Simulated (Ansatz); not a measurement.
**GaSb$_{3}$: geometry relaxation (part 1 of 2)**

GaSb$_{3}$ (P-6m2, 4 atoms in the cell), computed with DFT PBE, scalar-relativistic, plane waves, PAW, no spin polarisation (Ansatz 0.2.0).

The structure was made by a generator, so it may or may not be a known phase. Figures and captions count atoms from 1; the log counts them from 0 in places.

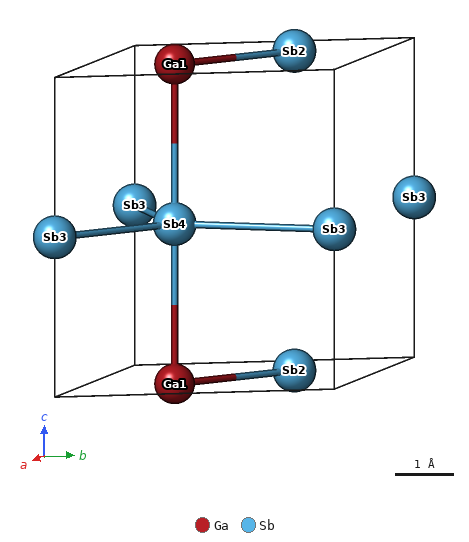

The starting structure (ball-and-stick view of the cell of the calculation, seen slightly off an axis; atoms are numbered from 1 in the order of the input). Near neighbours in the crystal (not all of them lie inside the picture): Ga has 5 Sb at 2.80 to 2.90 Å; Sb has 3 Ga at 2.90 Å; Sb has 3 Sb at 2.90 Å; Sb has 2 Ga at 2.80 Å and 3 Sb at 2.90 Å.

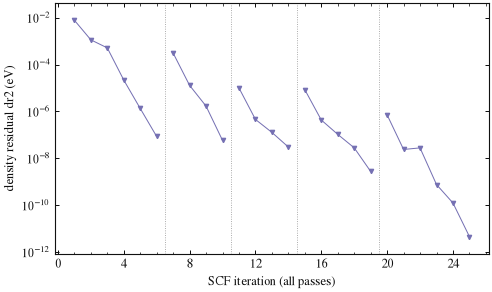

Convergence of the self-consistent field: density residual dr2 against the SCF iteration. The dotted lines part the SCF passes of the relaxation: geometry steps, rejected trials and re-solves on a re-selected basis. The 5 passes take 4 to 6 iterations each, 25 in all.

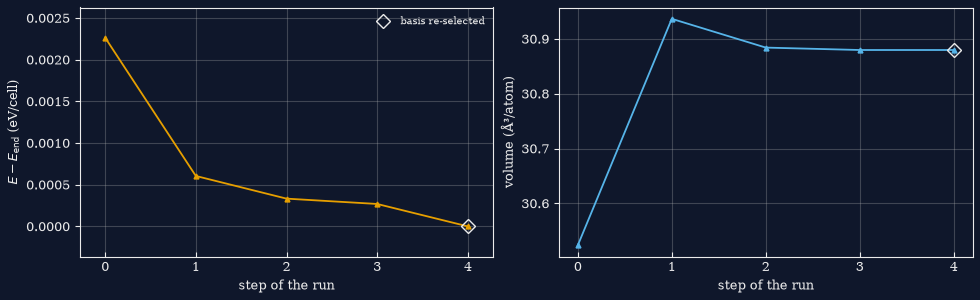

Progress of the relaxation, step by step (the first geometry is step 0 here and step 1 in the log).

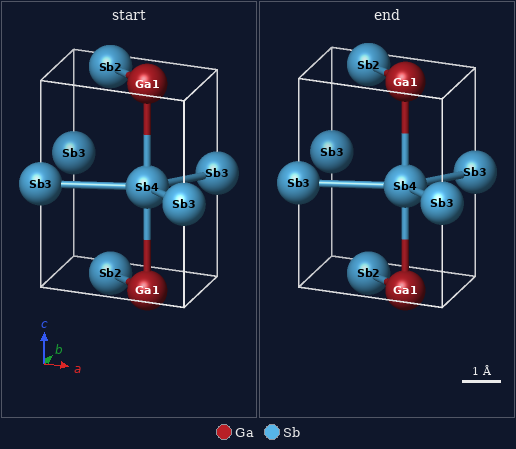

Before (left) and after (right) the relaxation, at one scale (ball-and-stick view of the cell of the calculation, seen slightly off an axis). Over 3 geometry steps the energy falls by 2.0 meV per cell of the calculation. All forces vanish by symmetry, so only the cell relaxes. The pressure goes from 0.39 to 0.00 GPa. No atom moves by more than 0.005 Å relative to the cell. The volume changes by +1.2 %, with a = b 5.016 → 5.021 Å (+0.1 %), c 5.603 → 5.658 Å (+1.0 %). Among the contacts that change: Ga1–Sb4 2.802 → 2.829 Å. The space group stays P-6m2 (No. 187). A last SCF at the same geometry on a re-selected plane-wave basis shifts the energy by −0.3 meV per cell of the calculation. (Atoms are counted from 1 in the order of the input.)

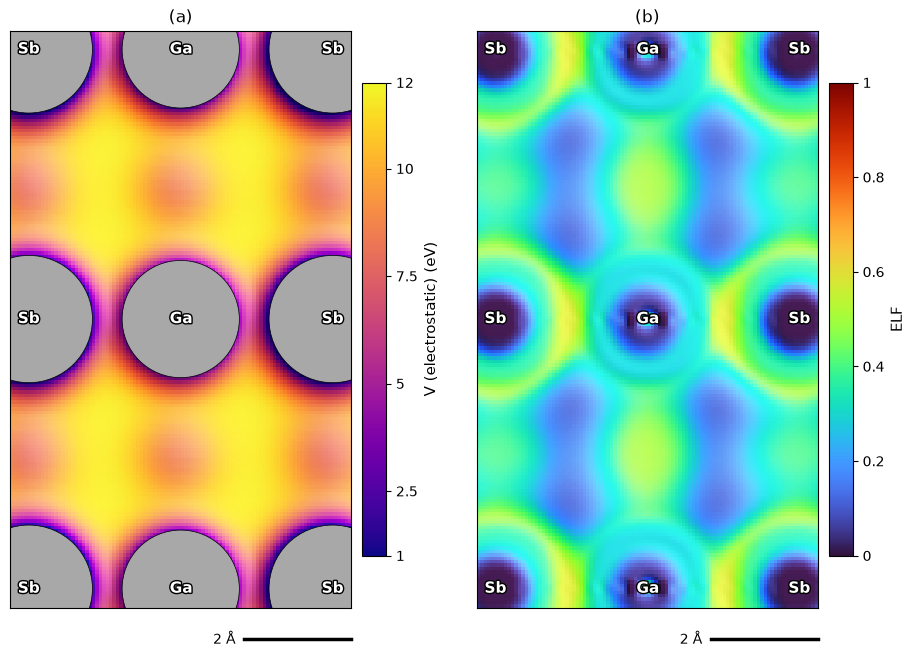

(a) electrostatic potential (local pseudopotential plus Hartree) felt by an electron; (b) electron localisation function on the (11̄0) plane of the conventional cell. Grey discs, where drawn, cover atomic cores. Atoms in the plane: Ga and Sb. Ga–Sb (2.83 Å): the ELF is about 0.55 at the midpoint, which marks nearly free electrons, as in a simple metal. The strong features right at Ga lie inside the PAW spheres (semicore, d or f shells) and say nothing about bonding. Outside the cores the potential energy rises away from the atoms and is highest about 2.1 Å from the nearest atoms; outside the discs it spans about 10 eV, and its zero is arbitrary. Core electrons are frozen (PAW), so the fields are smoothed inside the atomic spheres.

The input and output of the run follow.

**Input file**
```yaml
crystal:
  lattice:
    - [5.0159891925, 0.0, 0.0]
    - [-2.5079945963, 4.3439740659, 0.0]
    - [0.0, 0.0, 5.6034216451]
  atoms:
    - { symbol: Ga, position: [0.6666666667, 0.3333333333, 0.0] }
    - { symbol: Sb, position: [0.3333333333, 0.6666666667, 0.0] }
    - { symbol: Sb, position: [0.0, 0.0, 0.5] }
    - { symbol: Sb, position: [0.6666666667, 0.3333333333, 0.5] }
basis:
  ecutwfc: 420
kpoints:
  mp_grid: { grid: [12, 12, 8] }
hamiltonian:
  xc: pbe
scf:
  occupations: { method: gaussian, width: 0.1 }
output:
  forces: true
  stress: true
  eigenvalues: true
  write_density: true
  write_potential: true
  elf: true
  volumetric_format: npy
relax:
  adjacent_minimum: "off"
  f_tol: 0.01
  max_steps: 80
  cell: { stress_tol: 0.05 }
```

Launched with:
```bash
ansatz run input.yaml --threads 1 --pin off --max-ram 2560MiB --backend cpu --events-out ev --progress --plain --runs-dir out
```

**Log**
```
Engine: ansatz 0.2.0, x86_64-unknown-linux-gnu
Pseudopotentials: kind: paw
Pseudopotential: Ga, paw, valence charge 13, recommended cutoff 420 eV (normal), Ga.paw.azcp
Pseudopotential: Sb, paw, valence charge 15, recommended cutoff 420 eV (normal), Sb.paw.azcp
Functional definition: PBE
  parameter kappa = 0.804
  parameter beta = 0.06672455060314922
  exchange = pbe_x(kappa = kappa, mu = beta*pi^2/3)
  correlation = pbe_c(beta = beta)
Crystal: 4 atoms, lattice volume = 122.095 Å³
Basis set: ecut = 420 eV, 2461 PW (Γ), exchange–correlation on 72×72×80 points (8 copies of the dense FFT grid, shifted against one another)
Bands: 35, of which v1, the nominal top of the filled ones, is band 29 counted from 1 (28 counted from 0)
Symmetry: 12 space group operations
Space group: P-6m2 (ITA 187), of the structure as read, at distance tolerance 5.0e-5 Å
k-points: 95 of 1152 (time reversal used)
Non-local potential: Ga, projectors of the file, l = 0: 2, l = 1: 2, l = 2: 3, l = 3: 1
Non-local potential: Sb, projectors of the file, l = 0: 2, l = 1: 2, l = 2: 2, l = 3: 2
PAW form: soft (Blöchl's): semilocal exchange-correlation on the pseudo side does not see the compensation charge
PAW one-centre angular grid: Ga, 590 points (default); XC on 64 Gauss nodes
PAW one-centre angular grid: Sb, 590 points (default); XC on 64 Gauss nodes
Initial density: superposition of atomic densities (neutral atoms: chi_scale 0, normalization atom), corrected by the library's trained network
Initial wavefunctions: pseudopotential atomic-orbital guess
Functional: x = pbe(κ = 0.804, μ = 0.2195149727645171), c = pbe(β = 0.06672455060314922)
SCF iter   1: F=—  HF=-23235.158193 eV  |F-HF|=—  |Δ(HF+E_count)|=         —  Δρ=1.83e-3  dr2=7.76e-3  ethr=1.77e-3  ⟨swp⟩=6.9  Hψ=13860  notcnv=0
preconditioner: auto → LDOS  [metal: Δε(μ)=0.029 eV  Ē_g=11.055 eV  σ=0.100 eV  W_gap=0.16  n_scr=22 (ndim 8)  ℏωp=17.8 eV  f_vac=0.016  D(μ)=3.01/eV (n_scr^D=20)  β→1.0]
SCF iter   2: F=—  HF=-23235.156097 eV  |F-HF|=—  |Δ(HF+E_count)|=   2.10e-3  Δρ=1.04e-3  dr2=1.13e-3  ethr=1.34e-5  ⟨swp⟩=2.0  Hψ=6880  notcnv=0
SCF iter   3: F=—  HF=-23235.156140 eV  |F-HF|=—  |Δ(HF+E_count)|=   4.33e-5  Δρ=7.88e-4  dr2=5.13e-4  ethr=1.95e-6  ⟨swp⟩=2.0  Hψ=5987  notcnv=0
SCF iter   4: F=—  HF=-23235.155667 eV  |F-HF|=—  |Δ(HF+E_count)|=   4.74e-4  Δρ=1.43e-4  dr2=2.18e-5  ethr=8.84e-7  ⟨swp⟩=2.0  Hψ=4598  notcnv=0
SCF iter   5: F=—  HF=-23235.155655 eV  |F-HF|=—  |Δ(HF+E_count)|=   1.16e-5  Δρ=4.20e-5  dr2=1.34e-6  ethr=3.75e-8  ⟨swp⟩=2.0  Hψ=5992  notcnv=0
SCF iter   6: F=-23235.155656 eV  HF=-23235.155656 eV  |F-HF|=4.76e-8  |Δ(HF+E_count)|=   1.25e-6  Δρ=8.30e-6  dr2=8.51e-8  ethr=1.72e-10  ⟨swp⟩=11.7  Hψ=26512  notcnv=0
SCF 1 converged in 6 iterations: F = -23235.155656 eV  dr2 = 8.51e-8
  greatest PAW one-centre occupation: 0.996 electrons in one spin orbital (limit 2), on the Sb atom at site 3 (counted from 0), in its partial waves of l = 2
relax step   1: F+E_penalty+E_count = -23235.15565625 eV  Δ(F+E_penalty+E_count) = +0.000e0 eV  max|allowed force component| = 2.671e-16 eV/Å  Δτ_max = 0.0000 Å  P = +0.392 GPa  Ω = 122.095 Å³  (6 SCF iters, dr2 threshold 1.00e-7 eV, accepted)
Crystal: 4 atoms, lattice volume = 123.746 Å³
Initial density: handed on by an earlier stage of this run
Initial wavefunctions: those handed on with the density
iter 1 solved again at ethr=4.71e-7 eV; its pass at ethr=3.10e-3 eV (dr2=2.73e-4 eV) is discarded
SCF iter   1: F=—  HF=-23235.157381 eV  |F-HF|=—  |Δ(HF+E_count)|=         —  Δρ=3.41e-4  dr2=3.08e-4  ethr=4.71e-7  ⟨swp⟩=2.2  Hψ=19059  notcnv=0
preconditioner: auto → LDOS  [metal: Δε(μ)=0.011 eV  Ē_g=11.003 eV  σ=0.100 eV  W_gap=0.06  n_scr=22 (ndim 8)  ℏωp=17.7 eV  f_vac=0.018  D(μ)=3.06/eV (n_scr^D=20)  β→1.0]
SCF iter   2: F=—  HF=-23235.157312 eV  |F-HF|=—  |Δ(HF+E_count)|=   6.95e-5  Δρ=1.02e-4  dr2=1.29e-5  ethr=4.71e-7  ⟨swp⟩=2.0  Hψ=4063  notcnv=0
SCF iter   3: F=—  HF=-23235.157316 eV  |F-HF|=—  |Δ(HF+E_count)|=   3.94e-6  Δρ=2.73e-5  dr2=1.68e-6  ethr=2.23e-8  ⟨swp⟩=2.0  Hψ=6078  notcnv=0
SCF iter   4: F=-23235.157315 eV  HF=-23235.157315 eV  |F-HF|=5.46e-8  |Δ(HF+E_count)|=   4.59e-7  Δρ=8.06e-6  dr2=5.81e-8  ethr=6.90e-10  ⟨swp⟩=11.8  Hψ=25889  notcnv=0
SCF 2 converged in 4 iterations: F = -23235.157315 eV  dr2 = 5.81e-8
relax step   2: F+E_penalty+E_count = -23235.15731505 eV  Δ(F+E_penalty+E_count) = -1.659e-3 eV  max|allowed force component| = 2.851e-16 eV/Å  Δτ_max = 0.0000 Å  P = -0.117 GPa  Ω = 123.746 Å³  energy of the carried Pulay correction = -3.248e-4 eV  (4 SCF iters, dr2 threshold 4.00e-7 eV, accepted)
Crystal: 4 atoms, lattice volume = 123.537 Å³
iter 1 solved again at ethr=2.90e-8 eV; its pass at ethr=3.10e-3 eV (dr2=1.68e-5 eV) is discarded
SCF iter   1: F=—  HF=-23235.157596 eV  |F-HF|=—  |Δ(HF+E_count)|=         —  Δρ=6.85e-5  dr2=1.00e-5  ethr=2.90e-8  ⟨swp⟩=3.0  Hψ=17092  notcnv=0
preconditioner: auto → LDOS  [metal: Δε(μ)=0.012 eV  Ē_g=11.015 eV  σ=0.100 eV  W_gap=0.07  n_scr=22 (ndim 8)  ℏωp=17.7 eV  f_vac=0.018  D(μ)=3.03/eV (n_scr^D=20)  β→1.0]
SCF iter   2: F=—  HF=-23235.157587 eV  |F-HF|=—  |Δ(HF+E_count)|=   9.44e-6  Δρ=1.99e-5  dr2=4.56e-7  ethr=1.73e-8  ⟨swp⟩=2.0  Hψ=4237  notcnv=0
SCF iter   3: F=—  HF=-23235.157587 eV  |F-HF|=—  |Δ(HF+E_count)|=   1.97e-7  Δρ=1.13e-5  dr2=1.27e-7  ethr=1.55e-10  ⟨swp⟩=11.1  Hψ=25105  notcnv=0
SCF iter   4: F=-23235.157587 eV  HF=-23235.157587 eV  |F-HF|=6.58e-8  |Δ(HF+E_count)|=   6.02e-8  Δρ=5.76e-6  dr2=3.02e-8  ethr=1.55e-10  ⟨swp⟩=9.5  Hψ=21516  notcnv=0
SCF 3 converged in 4 iterations: F = -23235.157587 eV  dr2 = 3.02e-8
relax step   3: F+E_penalty+E_count = -23235.15758687 eV  Δ(F+E_penalty+E_count) = -2.718e-4 eV  max|allowed force component| = 1.521e-16 eV/Å  Δτ_max = 0.0000 Å  P = -0.029 GPa  Ω = 123.537 Å³  energy of the carried Pulay correction = -2.836e-4 eV  (4 SCF iters, dr2 threshold 8.99e-8 eV, accepted)
Crystal: 4 atoms, lattice volume = 123.519 Å³
iter 1 solved again at ethr=1.27e-8 eV; its pass at ethr=3.10e-3 eV (dr2=7.36e-6 eV) is discarded
```
